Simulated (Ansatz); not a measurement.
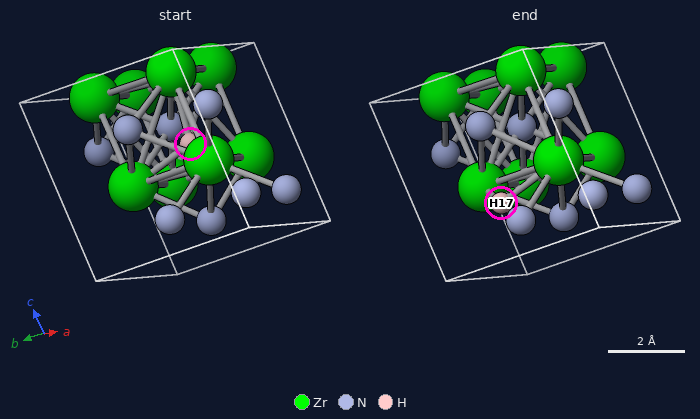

The two relaxed end points of a path for a defect cell of composition Zr₈HN₈ (17 atoms in the cell). The picture is a ball-and-stick view of the reduced simulation cell (origin moved), seen from a free direction. The moving atom is ringed, with any periodic copies. Lengths and directions refer to the drawn axes. Bonds to atoms that aren't drawn are left out.

All numbers below come from Ansatz, DFT PBE, scalar-relativistic, plane waves, PAW.

The input:
```yaml
crystal:
  lattice:
    - [4.5945978679, 0.0, -4.5945978679]
    - [0.0, 4.5945978679, -4.5945978679]
    - [4.5945978679, 4.5945978679, 0.0]
  atoms:
    - { symbol: Zr, position: [0.2489200057, 0.2489303032, 0.7489373031] }
    - { symbol: Zr, position: [0.2489125441, 0.248923944, 0.2504038026] }
    - { symbol: Zr, position: [0.2489227849, 0.7503697977, 0.7489393586] }
    - { symbol: Zr, position: [0.2449848085, 0.7507332075, 0.2507214695] }
    - { symbol: Zr, position: [0.7503222727, 0.2489454958, 0.7489514929] }
    - { symbol: Zr, position: [0.7507642361, 0.2449048447, 0.250746307] }
    - { symbol: Zr, position: [0.7507780782, 0.7507700766, 0.7448539477] }
    - { symbol: Zr, position: [0.7507680423, 0.7507606449, 0.250750327] }
    - { symbol: "N", position: [0.0064006606, 0.4779802195, 0.5063921647] }
    - { symbol: "N", position: [-0.0028329362, 0.4999991054, 1.2127e-06] }
    - { symbol: "N", position: [0.0064014965, 1.0063941942, 0.5063911317] }
    - { symbol: "N", position: [0.0064005552, 1.0063914549, -0.0220153363] }
    - { symbol: "N", position: [0.5000011397, 0.4999997733, 0.4971675667] }
    - { symbol: "N", position: [0.4999988603, 0.5000002267, -2.0114e-06] }
    - { symbol: "N", position: [0.4779652828, 1.0063987479, 0.5064028617] }
    - { symbol: "N", position: [0.4999978039, 0.9971706685, -1.2127e-06] }
    - { symbol: H, position: [0.8742604312, 0.8742945266, 0.3743146445] }
basis:
  ecutwfc: 420
  xc_grid: 2
kpoints:
  mp_grid: { grid: [4, 4, 4], shift: [0.0, 0.0, 0.0] }
hamiltonian:
  xc: pbe
scf:
  occupations: { method: gaussian, width: 0.1 }
output:
  forces: true
neb:
  images: 5
  f_tol: 0.05
  max_iterations: 70
  order_check: false
  final_atoms:
    - { symbol: Zr, position: [0.2510626969, 0.246787612, 0.7510696968] }
    - { symbol: Zr, position: [0.2551460523, 0.2464021025, 0.2492299234] }
    - { symbol: Zr, position: [0.2510485071, 0.7482192615, 0.7510545042] }
    - { symbol: Zr, position: [0.2510606414, 0.7482319411, 0.2496302023] }
    - { symbol: Zr, position: [0.749253693, 0.2464153878, 0.7550951553] }
    - { symbol: Zr, position: [0.7492785305, 0.2464394855, 0.2492667925] }
    - { symbol: Zr, position: [0.7495961974, 0.7482402907, 0.751076056] }
    - { symbol: Zr, position: [0.749249673, 0.7522790143, 0.2492393551] }
    - { symbol: "N", position: [-1.2127e-06, 0.497167382, 0.5000008946] }
    - { symbol: "N", position: [1.2127e-06, 0.4971672597, 0.0028293315] }
    - { symbol: "N", position: [2.0114e-06, 0.9999970756, 0.4999997733] }
    - { symbol: "N", position: [0.0220153363, 0.9907766738, -0.0063914549] }
    - { symbol: "N", position: [0.5028324333, 0.4971684797, 0.5000002267] }
    - { symbol: "N", position: [0.4936088683, 0.5191868224, -0.0063941942] }
    - { symbol: "N", position: [0.4936078353, 0.9907730448, 0.5220197805] }
    - { symbol: "N", position: [0.4935971383, 0.9907668923, -0.0063987479] }
    - { symbol: H, position: [0.6256853555, 1.1228696023, 0.1257054734] }
```

Launched with:
```bash
ansatz run input.yaml --threads 4 --pin off --max-ram 10240MiB --backend cpu --events-out ev --progress --plain --runs-dir out
```

Question: What barrier does the band find between them, and by what path?

Answer: The barrier is about 1.21 eV in both directions, with image 3 at the top; the ends have the same energy. The H atom travels furthest, 2.28 Å from end to end, along [−1 1 −1], on a straight line. At the highest image its nearest neighbour (Zr) is 1.71 Å away, against 1.97 Å at the start, and the surrounding atoms stand up to 0.11 Å off the mean of their end positions. The band converged in 4 iterations, with a climbing image at the top.

Energies of the converged images:

```json
{"image": "0", "path (Å)": "0.00", "E (eV)": "0.000"}
{"image": "1", "path (Å)": "0.39", "E (eV)": "0.288"}
{"image": "2", "path (Å)": "0.78", "E (eV)": "0.896"}
{"image": "3", "path (Å)": "1.16", "E (eV)": "1.206"}
{"image": "4", "path (Å)": "1.55", "E (eV)": "0.896"}
{"image": "5", "path (Å)": "1.94", "E (eV)": "0.287"}
{"image": "6", "path (Å)": "2.33", "E (eV)": "0.000"}
```

The geometry at the top of the path:

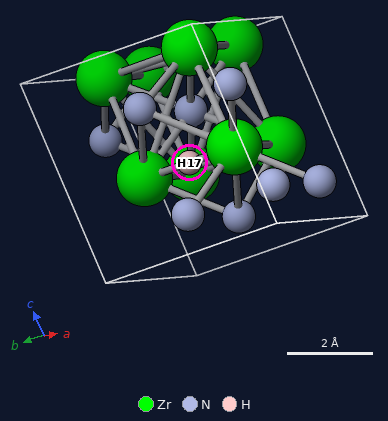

Limits of the set-up: the cell has an odd number of electrons but was run without spin polarisation; the periodic images lie only 6.5 Å apart, so the values are limited by the cell's size.

Cost: 14 min on 4 threads of Arm Neoverse N1, on a shared host, peak memory 2.8 GiB.
